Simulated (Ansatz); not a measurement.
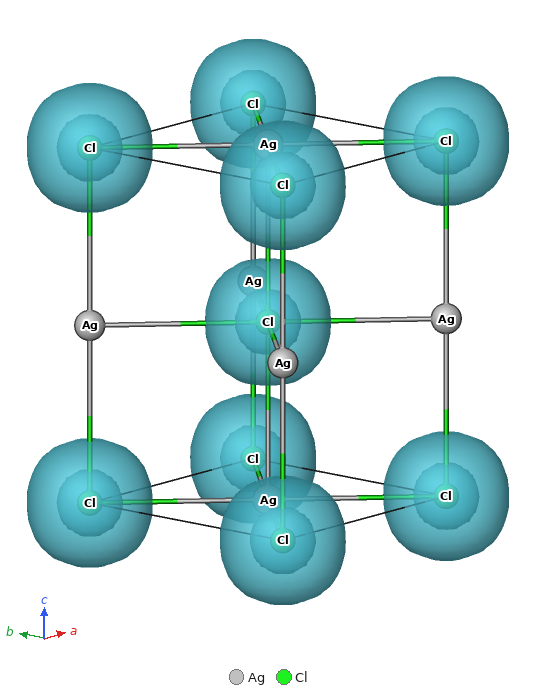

AgCl. Isosurface of the ELF at 0.8 (cyan), seen at an oblique angle. Only the valence region is drawn (cores and ρ < 0.01 e/Å³ removed). Sticks mark near contacts.

Space group I4/mmm; changed on purpose from its base cell (strain +0.0200 x Voigt [0, 1, 0, 0, 0, 0], atoms carried along).

The calculation used DFT PBE, scalar-relativistic, plane waves, PAW in Ansatz 0.2.0.

Core electrons are frozen (PAW), and the valence fields are smoothed inside the atomic spheres.

> What do the ELF domains correspond to?

The surface consists of two regions wrapped around Cl (the valence shell of each), counted in one cell of 4 atoms. Any copies at cell faces, edges or corners count once. Profiles from the grid: Ag–Cl (2.77 Å): the ELF peaks at about 0.85 in the valence shell of Cl, 0.7 Å from its nucleus, and drops to about 0.10 between the two atoms (no localised pair shows between them). Ag–Cl (2.83 Å): the ELF peaks at about 0.85 in the valence shell of Cl, 0.7 Å from its nucleus, and drops to about 0.10 between the two atoms (no localised pair shows between them).

> Does the calculation give a band gap?

It is gapped, with a Kohn–Sham gap of 0.86 eV on the k-point mesh (the band edges may lie off the mesh, which would make the gap smaller).
